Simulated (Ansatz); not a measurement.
# Zn₁₈O₁₇ (cell charge +2, with a compensating background) (cell with a defect): what the fields show

```cif
data_structure
_symmetry_space_group_name_H-M 'P 1'
_symmetry_Int_Tables_number 1
_cell_length_a 7.7641
_cell_length_b 7.7641
_cell_length_c 7.7641
_cell_angle_alpha 78.628
_cell_angle_beta 78.628
_cell_angle_gamma 78.628
_cell_volume 443.69
loop_
_atom_site_label
_atom_site_type_symbol
_atom_site_fract_x
_atom_site_fract_y
_atom_site_fract_z
_atom_site_occupancy
Zn1 Zn 0.41757 0.08404 0.08393 1
Zn2 Zn 0.05589 0.38595 0.05727 1
Zn3 Zn 0.39091 0.72236 0.38584 1
Zn4 Zn 0.39091 0.38595 0.72225 1
Zn5 Zn 0.05589 0.05737 0.38584 1
Zn6 Zn 0.71948 0.72235 0.05727 1
Zn7 Zn 0.72141 0.38787 0.38777 1
Zn8 Zn 0.05586 0.72232 0.72222 1
Zn9 Zn 0.71948 0.05737 0.72225 1
Zn10 Zn 0.44499 0.44775 0.11135 1
Zn11 Zn 0.07911 0.74557 0.14678 1
Zn12 Zn 0.44499 0.11145 0.44765 1
Zn13 Zn 0.48042 0.74558 0.74547 1
Zn14 Zn 0.11010 0.44480 0.44469 1
Zn15 Zn 0.78129 0.11145 0.11135 1
Zn16 Zn 0.77834 0.77655 0.44470 1
Zn17 Zn 0.07911 0.14689 0.74547 1
Zn18 Zn 0.77833 0.44480 0.77646 1
O1 O 0.92978 0.26246 0.93042 1
O2 O 0.26406 0.59625 0.26235 1
O3 O 0.26406 0.26246 0.59614 1
O4 O 0.92978 0.93052 0.26236 1
O5 O 0.59600 0.59624 0.93042 1
O6 O 0.59357 0.26003 0.25992 1
O7 O 0.93014 0.59660 0.59650 1
O8 O 0.59600 0.93052 0.59614 1
O9 O 0.31712 0.31958 0.98348 1
O10 O 0.98379 0.65026 0.98342 1
O11 O 0.31712 0.98359 0.31946 1
O12 O 0.31706 0.65027 0.65015 1
O13 O 0.98475 0.31872 0.31862 1
O14 O 0.65311 0.98359 0.98348 1
O15 O 0.65226 0.65121 0.31862 1
O16 O 0.98379 0.98353 0.65016 1
O17 O 0.65226 0.31872 0.65111 1
```

The program warned that a starting moment wasn't kept; spin-polarised, but the moments vanished.

Theory: DFT PBE, scalar-relativistic, plane waves, PAW (Ansatz).

The density is the valence pseudo-density of a PAW calculation; it isn't the true density close to the nuclei.

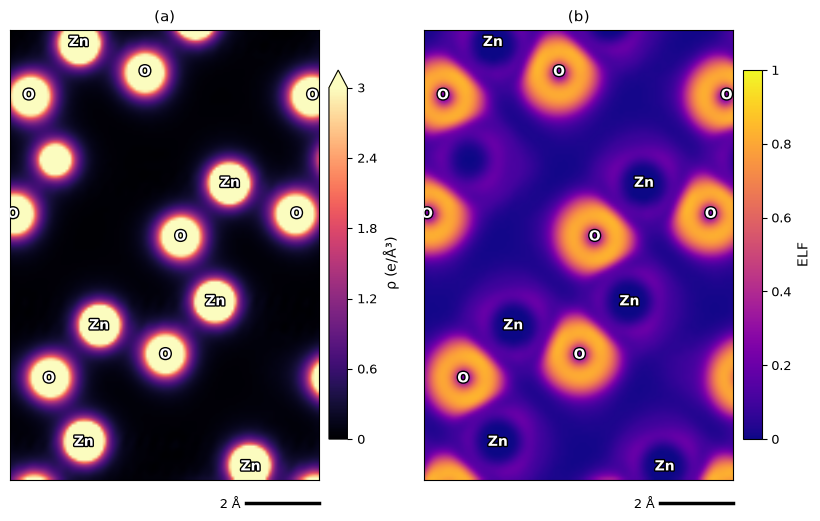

Figure 1. (a) valence charge density (pseudo); (b) electron localisation function on the (011̄) plane of the calculation cell.

### What does the map show?

Atoms in the plane: Zn and O. Atoms just off the plane (Zn, 0.4 Å away) can leave unmarked features too. Zn–O (1.98 Å): ρ at the midpoint is about 0.58 e/Å³; the ELF peaks at about 0.85 in the valence shell of O, 0.6 Å from its nucleus, and is about 0.25 at the midpoint; no shared electron pair shows on this line. Zn–O (2.02 Å): the density is about 0.54 e/Å³ at the midpoint; the ELF peaks at about 0.85 in the valence shell of O, 0.6 Å from its nucleus, and is about 0.25 at the midpoint (no localised pair shows between them). The density dies away to nearly zero in the voids.

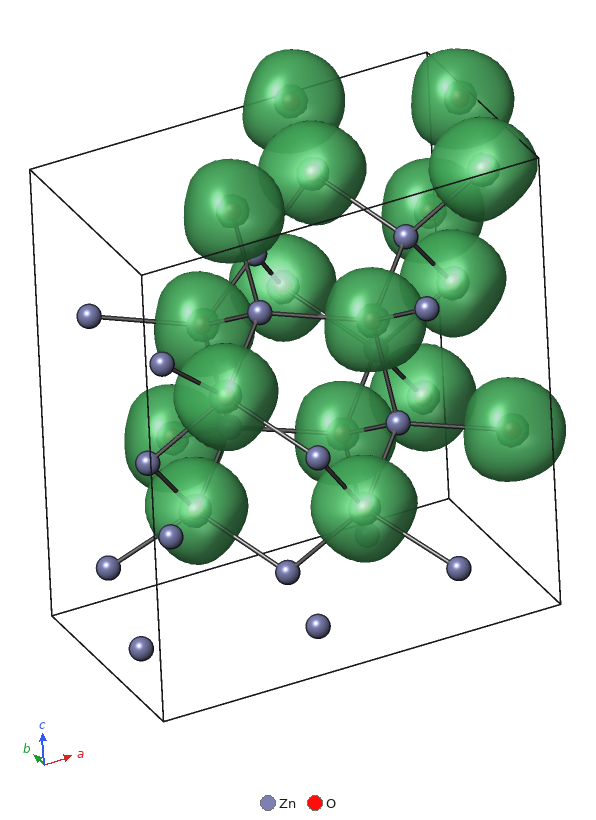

Figure 2. Isosurface of the electron localisation function at 0.6 (green), seen slightly off an axis. Core shells and regions of very low density are left out. Sticks mark near contacts.

### What do the ELF domains correspond to?

The ELF exceeds this value in 17 regions wrapped around O (the valence shell of each), counted in one cell of 35 atoms. Any copies at cell faces, edges or corners count once. Along the contacts the grid gives the following. Zn–O (1.91 Å): the ELF peaks at about 0.80 in the valence shell of O, 0.6 Å from its nucleus, and is about 0.30 at the midpoint: no shared electron pair shows on this line.

### Does the calculation make it a metal, or give it a gap?

It is gapped, with a Kohn–Sham gap of 1.7 eV on the k-point mesh (the band edges may lie off the mesh, which would make the gap smaller).
